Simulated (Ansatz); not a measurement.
**Ta₁₉N₁₈: geometry relaxation (part 1 of 4)**

Ta₁₉N₁₈ (slab, 37 atoms in the cell), computed with DFT PBEsol, scalar-relativistic, plane waves, PAW, no spin polarisation (Ansatz 0.2.0).

The structure derives from an entry of the Crystallography Open Database. It belongs to a series of runs on one base structure; here: (2 0 1) slab, atoms relaxed.

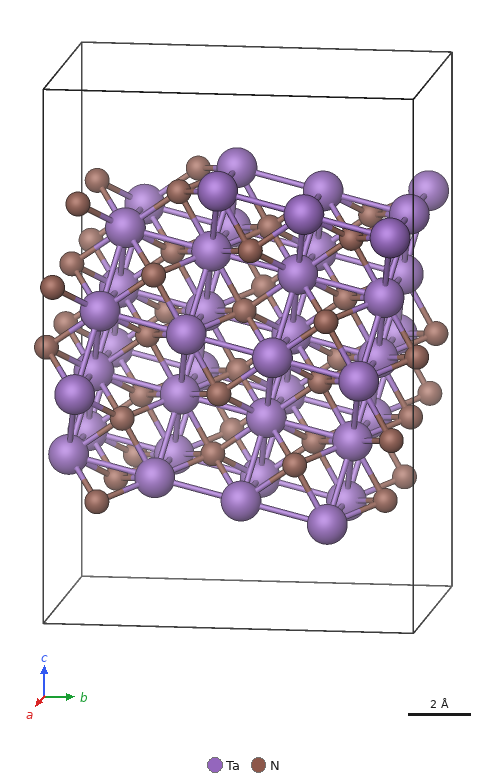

**Figure 1.** The starting structure (ball-and-stick view of the 2 × 1 repeat of the cell, with the vacuum cut short, seen slightly off an axis). An atom can appear more than once, as a periodic image.

## Input file
```yaml
crystal:
  lattice:
    - [2.8894657382, 0.0, 0.0]
    - [-1.4447328691, 11.985719399, 0.0]
    - [0.0, 0.0, 26.0124303691]
  atoms:
    - { symbol: Ta, position: [0.8804485151, 0.7608970303, 0.2883236935] }
    - { symbol: "N", position: [0.4474889444, 0.8949778889, 0.3079233515] }
    - { symbol: Ta, position: [0.7608970303, 0.5217940606, 0.3118432831] }
    - { symbol: "N", position: [0.0743051162, 0.1486102323, 0.3157632147] }
    - { symbol: Ta, position: [0.6413455454, 0.2826910909, 0.3353628727] }
    - { symbol: "N", position: [0.2083859747, 0.4167719495, 0.3549625307] }
    - { symbol: Ta, position: [0.5217940606, 0.0435881212, 0.3588824623] }
    - { symbol: "N", position: [0.8352021464, 0.6704042929, 0.3628023939] }
    - { symbol: Ta, position: [0.4022425757, 0.8044851515, 0.3824020519] }
    - { symbol: "N", position: [0.969283005, 0.9385660101, 0.4020017099] }
    - { symbol: Ta, position: [0.2826910909, 0.5653821818, 0.4059216415] }
    - { symbol: "N", position: [0.5960991767, 0.1921983535, 0.4098415731] }
    - { symbol: Ta, position: [0.163139606, 0.3262792121, 0.4294412312] }
    - { symbol: "N", position: [0.7301800353, 0.4603600706, 0.4490408892] }
    - { symbol: Ta, position: [0.0435881212, 0.0871762424, 0.4529608208] }
    - { symbol: "N", position: [0.356996207, 0.7139924141, 0.4568807524] }
    - { symbol: Ta, position: [0.9240366363, 0.8480732726, 0.4764804104] }
    - { symbol: "N", position: [0.4910770656, 0.9821541312, 0.4960800684] }
    - { symbol: Ta, position: [0.8044851515, 0.6089703029, 0.5] }
    - { symbol: "N", position: [0.1178932373, 0.2357864747, 0.5039199316] }
    - { symbol: Ta, position: [0.6849336666, 0.3698673332, 0.5235195896] }
    - { symbol: "N", position: [0.2519740959, 0.5039481918, 0.5431192476] }
    - { symbol: Ta, position: [0.5653821818, 0.1307643635, 0.5470391792] }
    - { symbol: "N", position: [0.8787902676, 0.7575805352, 0.5509591108] }
    - { symbol: Ta, position: [0.4458306969, 0.8916613938, 0.5705587688] }
    - { symbol: "N", position: [0.0128711262, 0.0257422524, 0.5901584269] }
    - { symbol: Ta, position: [0.3262792121, 0.6525584241, 0.5940783585] }
    - { symbol: "N", position: [0.6396872979, 0.2793745958, 0.5979982901] }
    - { symbol: Ta, position: [0.2067277272, 0.4134554544, 0.6175979481] }
    - { symbol: "N", position: [0.7737681565, 0.547536313, 0.6371976061] }
    - { symbol: Ta, position: [0.0871762424, 0.1743524847, 0.6411175377] }
    - { symbol: "N", position: [0.4005843282, 0.8011686564, 0.6450374693] }
    - { symbol: Ta, position: [0.9676247575, 0.935249515, 0.6646371273] }
    - { symbol: "N", position: [0.5346651868, 0.0693303736, 0.6842367853] }
    - { symbol: Ta, position: [0.8480732726, 0.6961465453, 0.6881567169] }
    - { symbol: "N", position: [0.1614813585, 0.322962717, 0.6920766485] }
    - { symbol: Ta, position: [0.7285217878, 0.4570435756, 0.7116763065] }
basis:
  ecutwfc: 420
kpoints:
  mp_grid: { grid: [12, 3, 1] }
hamiltonian:
  xc: pbesol
scf:
  occupations: { method: gaussian, width: 0.1 }
output:
  forces: true
  eigenvalues: true
  write_density: true
  write_potential: true
  elf: true
  volumetric_format: npy
relax:
  adjacent_minimum: "off"
  f_tol: 0.02
  max_steps: 60
efield:
  axis: 3
  dipole_correction: true
  ramp_width: 0.04
```

Run on 4 threads of Intel Xeon @ 2.50GHz (Skylake/Cascade Lake), 192 GiB of memory available, shared host.

Launched with:
```bash
ansatz run input.yaml --threads 4 --pin off --max-ram 10240MiB --backend cpu --events-out ev --progress --plain --runs-dir out
```

## What the program printed
```
Warning: crystal.symmetry: narrowed to the stabiliser of the k-point mesh — unitary ops 2 → 1; excluded 1 operation that carries a point of the 12×3×1 mesh (shift [0, 0, 0]) off the mesh (the run samples exactly the mesh kpoints.mp_grid names, as under crystal.symmetry.detect: false, and its converged state has the mesh's symmetry, not the crystal's; ε∞, the Born charges and the force constants of a linear response (`dielectric:` by the response, `phonons.method: dfpt`) are averaged over those of the crystal's operations that the state keeps within a tolerance, where `mesh_tensors`, `unaveraged_element` or `gamma_mean_max_change_ev_ang2` stands beside them; a row that `dielectric.field_direction` solves alone is averaged likewise, with nothing beside; a Γ-centred mesh of equal divisions is mapped onto itself by every operation and keeps the whole group, as does a half-shifted one under kpoints.further_shifts: images)
Engine: ansatz 0.2.0, x86_64-unknown-linux-gnu
Pseudopotentials: kind: paw
Pseudopotential: Ta, paw, valence charge 13, recommended cutoff 420 eV (normal), Ta.paw.azcp
Pseudopotential: N, paw, valence charge 5, recommended cutoff 420 eV (normal), N.paw.azcp
Functional definition: PBEsol
  exchange = pbesol_x
  correlation = pbesol_c
Crystal: 37 atoms, lattice volume = 900.871 Å³
Basis set: ecut = 420 eV, 17631 PW (Γ), exchange–correlation on 40×162×360 points (8 copies of the dense FFT grid, shifted against one another)
Bands: 206, of which v1, the nominal top of the filled ones, is band 169 counted from 1 (168 counted from 0)
Symmetry: 1 space group operations
k-points: 19 of 36 (time reversal used)
Non-local potential: Ta, projectors of the file, l = 0: 3, l = 1: 2, l = 2: 2, l = 3: 1
Non-local potential: N, projectors of the file, l = 0: 2, l = 1: 2, l = 2: 1
PAW form: soft (Blöchl's): semilocal exchange-correlation on the pseudo side does not see the compensation charge
PAW frozen core: Ta, regenerated for the run's functional, and the local potential with it (the file was generated under x = pbe(κ = 0.804, μ = 0.2195149727645171), c = pbe(β = 0.06672455060314922))
PAW frozen core: N, regenerated for the run's functional, and the local potential with it (the file was generated under x = pbe(κ = 0.804, μ = 0.2195149727645171), c = pbe(β = 0.06672455060314922))
PAW one-centre angular grid: Ta, 590 points (default); XC on 64 Gauss nodes
PAW one-centre angular grid: N, 110 points (default); XC on 64 Gauss nodes
Initial density: superposition of atomic densities (neutral atoms: chi_scale 0, normalization atom), corrected by the library's trained network
Initial wavefunctions: pseudopotential atomic-orbital guess
Functional: x = pbesol(κ = 0.804, μ = 0.12345679012345678), c = pbesol(β = 0.046)
SCF iter   1: F=—  HF=-193162.096668 eV  |F-HF|=—  |Δ(HF+E_count)|=         —  Δρ=1.54e-2  dr2=2.67e1  ethr=1.77e-3  p=-0.000 e·Å  D=-2.99e-12 V/Å  ΔV_dip=0.00 eV  dr2_dipole=1.97e-6  V_vac-E_F(+/−)=5.07/5.07 eV  ⟨swp⟩=8.9  Hψ=20435  notcnv=0  defer=25
efield: sawtooth ramp at fractional position 0.9800 (placed from the atoms, in the widest stretch of the axis that holds none; the zero of the levels goes with the place), width 0.0400; the density the first Hamiltonian is built on has a dipole p = -0.000 e·Å; the dipole correction subtracts the counter field D = -2.99e-12 V/Å, which shifts the + side's vacuum level by +0.00 eV against the − side's; the planar-averaged density in the ramp window peaks in size at 2.1e-5 e/Å³
preconditioner: auto → LDOS  [metal: Δε(μ)=0.004 eV  Ē_g=8.527 eV  σ=0.100 eV  W_gap=0.03  n_scr=170 (ndim 8)  ℏωp=16.8 eV  f_vac=0.486  D(μ)=16.23/eV (n_scr^D=84)  β→1.0]
SCF iter   2: F=—  HF=-193161.408319 eV  |F-HF|=—  |Δ(HF+E_count)|=   6.88e-1  Δρ=1.18e-2  dr2=3.92e0  ethr=1.77e-3  p=0.000 e·Å  D=5.41e-5 V/Å  ΔV_dip=-0.00 eV  dr2_dipole=4.87e-5  V_vac-E_F(+/−)=4.45/4.45 eV  ⟨swp⟩=3.0  Hψ=6284  notcnv=0  defer=516
SCF iter   3: F=—  HF=-193161.061961 eV  |F-HF|=—  |Δ(HF+E_count)|=   3.46e-1  Δρ=2.26e-3  dr2=2.57e-1  ethr=1.16e-3  p=-0.000 e·Å  D=-1.67e-5 V/Å  ΔV_dip=0.00 eV  dr2_dipole=4.62e-7  V_vac-E_F(+/−)=4.70/4.70 eV  ⟨swp⟩=2.1  Hψ=5007  notcnv=0  defer=516
SCF iter   4: F=—  HF=-193161.052407 eV  |F-HF|=—  |Δ(HF+E_count)|=   9.55e-3  Δρ=7.11e-4  dr2=3.00e-2  ethr=7.63e-5  p=0.000 e·Å  D=1.25e-5 V/Å  ΔV_dip=-0.00 eV  dr2_dipole=3.16e-6  V_vac-E_F(+/−)=4.66/4.66 eV  ⟨swp⟩=1.8  Hψ=4739  notcnv=0  defer=509
SCF iter   5: F=—  HF=-193161.052630 eV  |F-HF|=—  |Δ(HF+E_count)|=   2.23e-4  Δρ=2.82e-4  dr2=2.06e-3  ethr=8.92e-6  p=-0.000 e·Å  D=-3.41e-6 V/Å  ΔV_dip=0.00 eV  dr2_dipole=9.40e-9  V_vac-E_F(+/−)=4.65/4.65 eV  ⟨swp⟩=2.4  Hψ=5022  notcnv=0  defer=509
SCF iter   6: F=—  HF=-193161.052825 eV  |F-HF|=—  |Δ(HF+E_count)|=   1.94e-4  Δρ=9.97e-5  dr2=2.25e-4  ethr=6.10e-7  p=-0.000 e·Å  D=-3.36e-7 V/Å  ΔV_dip=0.00 eV  dr2_dipole=3.89e-8  V_vac-E_F(+/−)=4.66/4.66 eV  ⟨swp⟩=2.5  Hψ=5767  notcnv=0  defer=508
SCF iter   7: F=—  HF=-193161.052819 eV  |F-HF|=—  |Δ(HF+E_count)|=   5.40e-6  Δρ=3.02e-5  dr2=2.23e-5  ethr=6.67e-8  p=-0.000 e·Å  D=-1.36e-6 V/Å  ΔV_dip=0.00 eV  dr2_dipole=6.59e-9  V_vac-E_F(+/−)=4.66/4.66 eV  ⟨swp⟩=2.4  Hψ=5566  notcnv=0  defer=508
SCF iter   8: F=-193161.052821 eV  HF=-193161.052821 eV  |F-HF|=3.55e-7  |Δ(HF+E_count)|=   1.75e-6  Δρ=8.20e-6  dr2=1.57e-6  ethr=2.97e-9  p=-0.000 e·Å  D=-7.26e-7 V/Å  ΔV_dip=0.00 eV  dr2_dipole=7.18e-11  V_vac-E_F(+/−)=4.66/4.66 eV  ⟨swp⟩=29.8  Hψ=44959  notcnv=0
SCF 1 converged in 8 iterations: F = -193161.052821 eV  dr2 = 1.57e-6
  greatest PAW one-centre occupation: 1.000 electrons in one spin orbital (limit 2), on the Ta atom at site 22 (counted from 0), in its partial waves of l = 0
relax step   1: F+E_penalty+E_count = -193161.05282058 eV  Δ(F+E_penalty+E_count) = +0.000e0 eV  max|allowed force component| = 3.218e0 eV/Å  Δτ_max = 0.0000 Å  (8 SCF iters, dr2 threshold 1.00e-5 eV, accepted)
Initial density: handed on by an earlier stage of this run
Initial wavefunctions: those handed on with the density
iter 1 solved again at ethr=1.14e-3 eV; its pass at ethr=3.10e-3 eV (dr2=3.83e0 eV) is discarded
SCF iter   1: F=—  HF=-193163.725256 eV  |F-HF|=—  |Δ(HF+E_count)|=         —  Δρ=1.31e-2  dr2=3.89e0  ethr=1.14e-3  p=-0.000 e·Å  D=-7.26e-7 V/Å  ΔV_dip=0.00 eV  dr2_dipole=7.04e-13  V_vac-E_F(+/−)=4.56/4.56 eV  ⟨swp⟩=1.5  Hψ=13724  notcnv=0  defer=496
efield: sawtooth ramp at fractional position 0.9800 (handed on by an earlier solve), width 0.0400; the density the first Hamiltonian is built on has a dipole p = -0.000 e·Å; the dipole correction subtracts the counter field D = -7.26e-7 V/Å, which shifts the + side's vacuum level by +0.00 eV against the − side's; the planar-averaged density in the ramp window peaks in size at 2.4e-6 e/Å³
preconditioner: auto → LDOS  [metal: Δε(μ)=0.005 eV  Ē_g=8.690 eV  σ=0.100 eV  W_gap=0.03  n_scr=170 (ndim 8)  ℏωp=16.8 eV  f_vac=0.490  D(μ)=18.20/eV (n_scr^D=88)  β→1.0]
SCF iter   2: F=—  HF=-193163.389075 eV  |F-HF|=—  |Δ(HF+E_count)|=   3.36e-1  Δρ=8.64e-3  dr2=1.30e0  ethr=1.14e-3  p=-0.000 e·Å  D=-2.45e-5 V/Å  ΔV_dip=0.00 eV  dr2_dipole=3.76e-6  V_vac-E_F(+/−)=4.22/4.22 eV  ⟨swp⟩=3.9  Hψ=6966  notcnv=0  defer=497
SCF iter   3: F=—  HF=-193163.099841 eV  |F-HF|=—  |Δ(HF+E_count)|=   2.89e-1  Δρ=1.94e-3  dr2=7.90e-2  ethr=3.86e-4  p=0.000 e·Å  D=1.08e-5 V/Å  ΔV_dip=-0.00 eV  dr2_dipole=1.29e-7  V_vac-E_F(+/−)=4.38/4.38 eV  ⟨swp⟩=2.7  Hψ=6258  notcnv=0  defer=506
SCF iter   4: F=—  HF=-193163.089418 eV  |F-HF|=—  |Δ(HF+E_count)|=   1.04e-2  Δρ=5.21e-4  dr2=5.76e-3  ethr=2.34e-5  p=-0.000 e·Å  D=-1.96e-6 V/Å  ΔV_dip=0.00 eV  dr2_dipole=2.32e-8  V_vac-E_F(+/−)=4.37/4.37 eV  ⟨swp⟩=2.9  Hψ=6697  notcnv=0  defer=518
SCF iter   5: F=—  HF=-193163.089786 eV  |F-HF|=—  |Δ(HF+E_count)|=   3.68e-4  Δρ=1.96e-4  dr2=9.84e-4  ethr=1.71e-6  p=0.000 e·Å  D=1.85e-6 V/Å  ΔV_dip=-0.00 eV  dr2_dipole=5.76e-8  V_vac-E_F(+/−)=4.37/4.37 eV  ⟨swp⟩=2.1  Hψ=5750  notcnv=0  defer=517
SCF iter   6: F=-193163.089778 eV  HF=-193163.089798 eV  |F-HF|=2.03e-5  |Δ(HF+E_count)|=   1.22e-5  Δρ=6.23e-5  dr2=9.40e-5  ethr=2.97e-8  p=0.000 e·Å  D=8.70e-7 V/Å  ΔV_dip=-0.00 eV  dr2_dipole=1.17e-8  V_vac-E_F(+/−)=4.38/4.38 eV  ⟨swp⟩=30.1  Hψ=51832  notcnv=0
SCF 2 converged in 6 iterations: F = -193163.089778 eV  dr2 = 9.40e-5
  greatest PAW one-centre occupation: 1.000 electrons in one spin orbital (limit 2), on the Ta atom at site 8 (counted from 0), in its partial waves of l = 0
relax step   2: F+E_penalty+E_count = -193163.08977819 eV  Δ(F+E_penalty+E_count) = -2.037e0 eV  max|allowed force component| = 8.715e-1 eV/Å  Δτ_max = 0.1948 Å  (6 SCF iters, dr2 threshold 1.00e-4 eV, accepted)
[... from here on the SCF iterations and repeated set-up lines of each step are left out, up to the last step ...]
SCF 3 converged in 6 iterations: F = -193163.249464 eV  dr2 = 1.06e-5
relax step   3: F+E_penalty+E_count = -193163.24946423 eV  Δ(F+E_penalty+E_count) = -1.597e-1 eV  max|allowed force component| = 3.766e-1 eV/Å  Δτ_max = 0.0621 Å  (6 SCF iters, dr2 threshold 4.75e-5 eV, accepted)
SCF 4 converged in 7 iterations: F = -193163.176141 eV  dr2 = 3.48e-6
relax step   4: F+E_penalty+E_count = -193163.17614065 eV  Δ(F+E_penalty+E_count) = +7.332e-2 eV  max|allowed force component| = 6.892e-1 eV/Å  Δτ_max = 0.1550 Å  (7 SCF iters, dr2 threshold 1.04e-5 eV, rejected (line search))
SCF 5 converged in 9 iterations: F = -193163.332402 eV  dr2 = 4.08e-8
relax step   5: F+E_penalty+E_count = -193163.33240199 eV  Δ(F+E_penalty+E_count) = -8.294e-2 eV  max|allowed force component| = 1.099e-1 eV/Å  Δτ_max = 0.0758 Å  (9 SCF iters, accepted)
SCF 6 converged in 6 iterations: F = -193163.339061 eV  dr2 = 8.58e-7
relax step   6: F+E_penalty+E_count = -193163.33906088 eV  Δ(F+E_penalty+E_count) = -6.659e-3 eV  max|allowed force component| = 6.357e-2 eV/Å  Δτ_max = 0.0204 Å  (6 SCF iters, dr2 threshold 1.03e-6 eV, accepted)
SCF 7 converged in 8 iterations: F = -193163.345489 eV  dr2 = 9.86e-8
relax step   7: F+E_penalty+E_count = -193163.34548869 eV  Δ(F+E_penalty+E_count) = -6.428e-3 eV  max|allowed force component| = 5.303e-2 eV/Å  Δτ_max = 0.0661 Å  (8 SCF iters, accepted)
SCF 8 converged in 5 iterations: F = -193163.346694 eV  dr2 = 8.40e-7
relax step   8: F+E_penalty+E_count = -193163.34669449 eV  Δ(F+E_penalty+E_count) = -1.206e-3 eV  max|allowed force component| = 1.637e-2 eV/Å  Δτ_max = 0.0073 Å  (5 SCF iters, dr2 threshold 9.42e-7 eV, accepted)
iter 1 solved again at ethr=2.50e-10 eV; its pass at ethr=3.10e-3 eV (dr2=8.43e-7 eV) is discarded
SCF iter   1: F=—  HF=-193163.346688 eV  |F-HF|=—  |Δ(HF+E_count)|=         —  Δρ=7.43e-6  dr2=8.43e-7  ethr=2.50e-10  p=-0.000 e·Å  D=-6.73e-9 V/Å  ΔV_dip=0.00 eV  dr2_dipole=8.59e-12  V_vac-E_F(+/−)=4.18/4.18 eV  ⟨swp⟩=1.0  Hψ=9158  notcnv=0
efield: sawtooth ramp at fractional position 0.9800 (handed on by an earlier solve), width 0.0400; the density the first Hamiltonian is built on has a dipole p = -0.000 e·Å; the dipole correction subtracts the counter field D = -6.73e-9 V/Å, which shifts the + side's vacuum level by +0.00 eV against the − side's; the planar-averaged density in the ramp window peaks in size at 7.3e-6 e/Å³
preconditioner: auto → LDOS  [metal: Δε(μ)=0.012 eV  Ē_g=8.706 eV  σ=0.100 eV  W_gap=0.07  n_scr=170 (ndim 8)  ℏωp=16.8 eV  f_vac=0.494  D(μ)=14.31/eV (n_scr^D=72)  β→1.0]
SCF iter   2: F=—  HF=-193163.346695 eV  |F-HF|=—  |Δ(HF+E_count)|=   7.32e-6  Δρ=7.75e-6  dr2=8.33e-7  ethr=2.50e-10  p=-0.000 e·Å  D=-4.82e-9 V/Å  ΔV_dip=0.00 eV  dr2_dipole=1.76e-11  V_vac-E_F(+/−)=4.18/4.18 eV  ⟨swp⟩=2.5  Hψ=6554  notcnv=0
SCF iter   3: F=-193163.346695 eV  HF=-193163.346695 eV  |F-HF|=2.12e-8  |Δ(HF+E_count)|=   9.59e-8  Δρ=2.30e-6  dr2=9.01e-8  ethr=2.97e-11  p=-0.000 e·Å  D=-1.09e-8 V/Å  ΔV_dip=0.00 eV  dr2_dipole=1.03e-11  V_vac-E_F(+/−)=4.18/4.18 eV  ⟨swp⟩=11.2  Hψ=33631  notcnv=0
SCF 9 converged in 3 iterations: F = -193163.346695 eV  dr2 = 9.01e-8
relax step   9: F+E_penalty+E_count = -193163.34669487 eV  Δ(F+E_penalty+E_count) = -3.790e-7 eV  max|allowed force component| = 1.634e-2 eV/Å  Δτ_max = 0.0000 Å  (3 SCF iters, accepted)
```

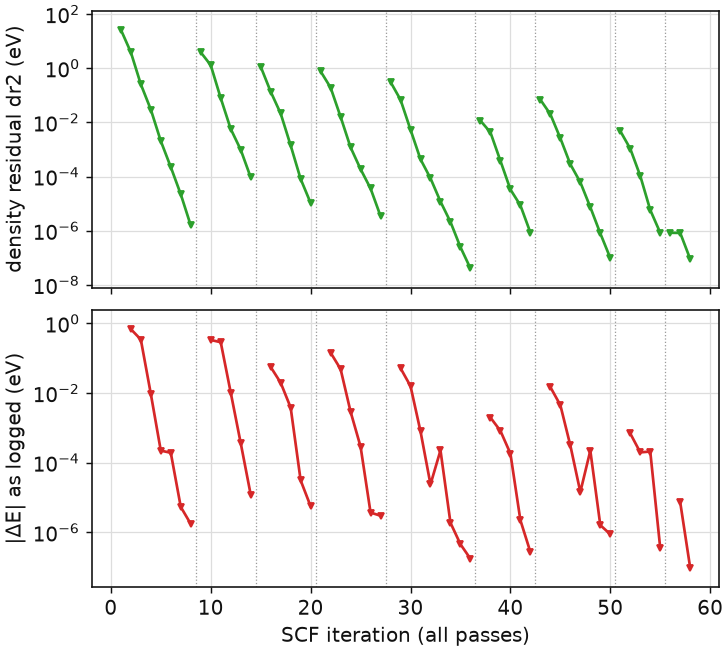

**Figure 2.** Convergence of the self-consistent field: density residual dr2 and size of the energy change against the SCF iteration. The dotted lines part the SCF passes of the relaxation: geometry steps, rejected trials and re-solves on a re-selected basis. The 9 passes take 3 to 9 iterations each, 58 in all.
